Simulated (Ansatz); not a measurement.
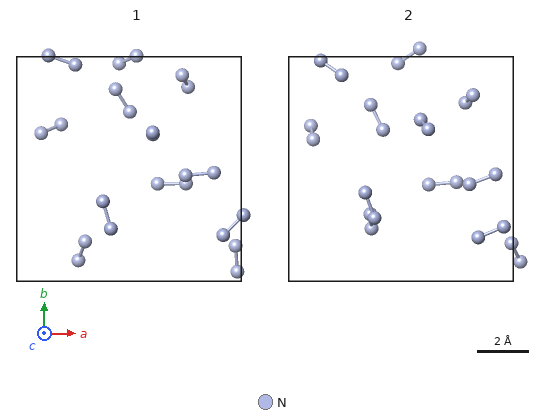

Two geometries of an amorphous cell of composition N, drawn at one scale. One is the start of a relaxation, the other its converged end. The picture is a ball-and-stick view of the cell of the calculation, seen along the c axis.

Theory: Ansatz, DFT PBE-D3(BJ), scalar-relativistic, plane waves, PAW. (plane-wave cutoff 420 eV; k-point mesh 1 × 1 × 1; occupations fermi dirac; smearing width 0.02 eV; no spin polarisation; atoms relaxed in a fixed cell; force threshold 0.3 eV/Å; at most 15 steps)

### Which of the two is the end point?

Structure 2 is the relaxed one. The cell holds 12 N2. The run prepares the start of a later molecular dynamics calculation, from a guessed geometry. The atom that moves furthest is an N atom (1.77 Å along [2 3 2]). The lattice vectors keep their values. Near-neighbour distances that change, for instance: N–N 1.130 → 1.102 Å. The energy falls by 116 meV per atom in 13 accepted moves (15 points after the start). Largest force component: 4 eV/Å at the start, 0.015 eV/Å at the end. The line search rejected the trial step at point 11 of the run. 1 step only repeated the SCF at the same geometry. The forces were under the threshold at step 8, but the run went on from there. Cost: 59 s on 1 thread of Arm Neoverse V2, on a shared host, peak memory 0.52 GiB.

Limits of the set-up: the program's low-accuracy preset was used.
